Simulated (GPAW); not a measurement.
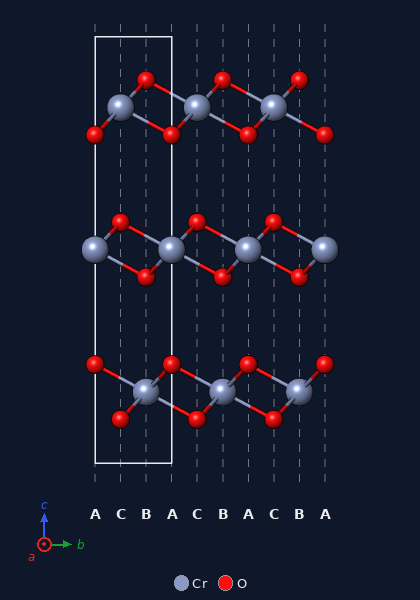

The picture looks along a close-packed row of the hexagonal mesh; c points upwards. The dashed lines mark the three columns A (0, 0), B (1/3, 2/3) and C (2/3, 1/3). The sequence starts with the first layer at or above the cell's origin.

System CrO2; source of the atomic positions: a cell listed in the Materials Project, as set up for an electronic-structure calculation.

**Give the sequence of layers in one repeat, with element and column.**

O(C) – Cr(B) – O(A) – O(B) – Cr(A) – O(C) – O(A) – Cr(C) – O(B) (nine layers in 14.37 Å).

**How are the O layers alone stacked?**

O layers alone: CABCAB, the cubic type.

**Which positions between or in the O layers do the other atoms fill?**

Cr: three octahedral sites, counted in one hexagonal cell. Three of the six gaps between O layers are empty, 2.94 Å wide.

**What short polytype symbol fits?**

Polytype symbol 3R, the symbol of a layered MX2 polytype (number of slabs in the repeat and lattice).
